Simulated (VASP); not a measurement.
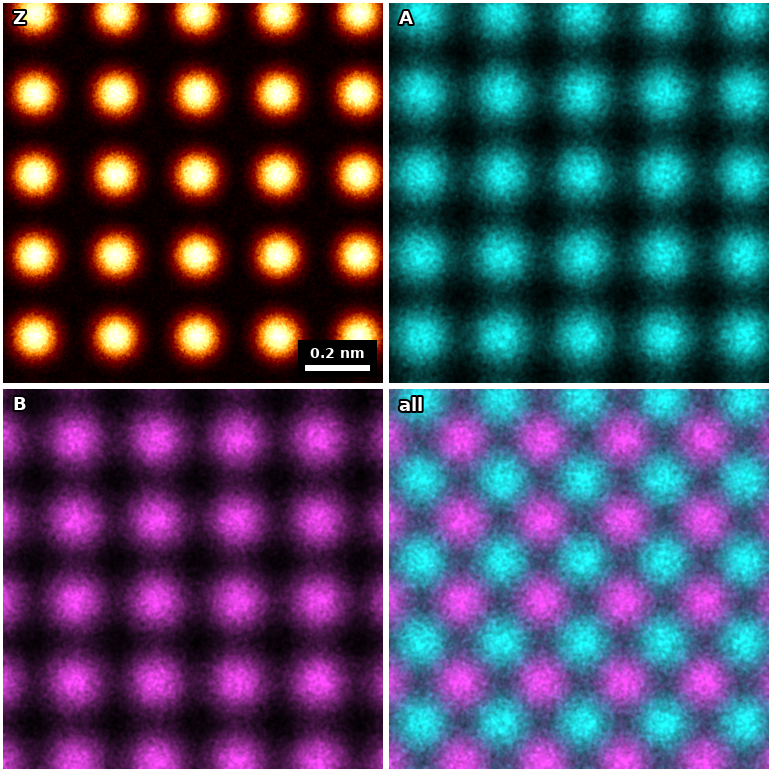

HfO2 (Fm-3m, No. 225) along [001]. Panel Z: Simulated incoherent Z contrast: every atom adds Z^1.7 spread by a probe of 1.12 Å full width; channelling and multiple scattering are left out. Shot noise was added. The other panels are simulated element maps (the number of atoms of one element along the beam, blurred by 1.5 Å, with counting noise; each on its own scale, no channelling); the last overlays them. Atomic positions: an entry of the Crystallography Open Database, as set up for an electronic-structure calculation.

Space group Fm-3m (No. 225). a = 5.115 Å, b = 5.115 Å, c = 5.115 Å, α = 90.00°, β = 90.00°, γ = 90.00°
| atom | site | symmetry | x | y | z |
| --- | --- | --- | --- | --- | --- |
| Hf | 4a | m-3m | 0.0000 | 0.0000 | 0.0000 |
| O | 8c | -43m | 0.2500 | 0.2500 | 0.7500 |

Q: Which element does each lettered map show?

A: Hf, B: O. The projected cell (2.56 × 2.56 Å, 90°) holds 2 columns: 1 of Hf and 1 of O. No column is shared by two of the mapped elements.
